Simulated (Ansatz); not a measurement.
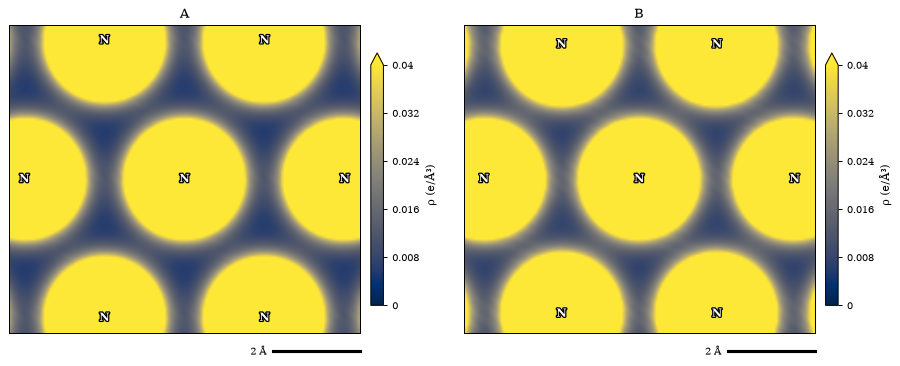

N. The valence pseudo-density of two cells that differ in size, on the (001) plane of each (indices in the axes of the calculation cell), at one length scale and on one colour scale: A has 34.6 Å³ an atom and B 31.6.

Space group P6₃/mmc; spin-polarised.

These are results of DFT LDA, scalar-relativistic, plane waves, PAW in Ansatz, not measurements.

The larger cell:

```
N
1.0
     3.68344    0.00000    0.00000
    -1.84172    3.18995    0.00000
     0.00000    0.00000    5.89000
N
2
Direct
  0.33333 0.66667 0.25000
  0.66667 0.33333 0.75000
```

The smaller cell: a = 3.575 Å, b = 3.575 Å, c = 5.713 Å, α = 90.00°, β = 90.00°, γ = 120.00°.

What does the compression do to the bonding and the properties?

Answer. From the larger cell to the smaller, N–N goes from 3.68 to 3.57 Å, and the density at its midpoint from 0.01 to 0.02 e/Å³; the pressure goes from −0.3 to −0.3 GPa; the Kohn–Sham gap goes from 2.3 eV to 2.1 eV.
